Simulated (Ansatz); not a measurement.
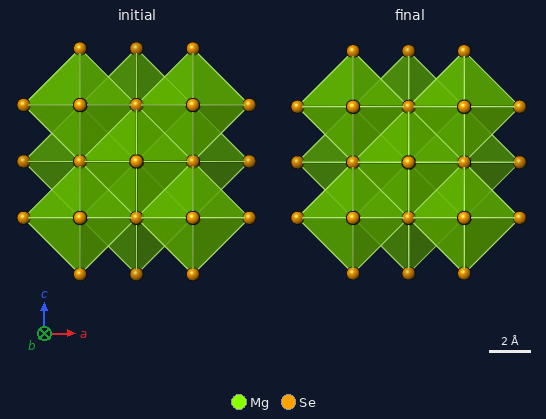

The structure of a crystal of MgSe (set up in Fm-3m) before (left) and after (right) a relaxation, at one scale.

The picture is a polyhedral view of the conventional cell (4 times the calculation's cell), seen along the b axis. Lengths and directions refer to the drawn axes.

Case: relaxed again under DFT PBE+D3(BJ), scalar-relativistic, plane waves, PAW.

These are results of DFT PBE+D3(BJ), scalar-relativistic, plane waves, PAW in Ansatz 0.2.0, not measurements.

The input:
```yaml
crystal:
  lattice:
    - [0.0, 2.7544736754, 2.7544736754]
    - [2.7544736754, 0.0, 2.7544736754]
    - [2.7544736754, 2.7544736754, 0.0]
  atoms:
    - { symbol: Mg, position: [0.0, 0.0, 0.0] }
    - { symbol: Se, position: [0.5, 0.5, 0.5] }
basis:
  ecutwfc: 420
kpoints:
  mp_grid: { grid: [8, 8, 8] }
hamiltonian:
  xc: pbe
  dispersion: d3bj
scf:
  occupations: { method: gaussian, width: 0.02 }
output:
  forces: true
  stress: true
  eigenvalues: true
relax:
  adjacent_minimum: "off"
  f_tol: 0.005
  max_steps: 50
  cell: { stress_tol: 0.05 }
```

Launched with:
```bash
ansatz run input.yaml --threads 1 --pin off --max-ram 2560MiB --backend cpu --events-out ev --progress --plain --runs-dir out
```

Q: Describe what moved and what it gained.

A: No atom moves by more than 0.005 Å relative to the cell. Cell: a = b = c 5.509 → 5.424 Å (−1.5 %). Volume −4.6 %. Among the contacts that change: Mg1–Se2 2.754 → 2.712 Å. The space group stays Fm-3m (No. 225). After 3 accepted moves (4 points after the start) the energy has fallen by 8.8 meV per atom. All forces vanish by symmetry, so only the cell relaxes. The pressure goes from −2.85 to 0.00 GPa. At 1 point the geometry stayed and the basis and grid were re-selected for the new cell (energy shift of less than 0.05 meV per atom at most each time).
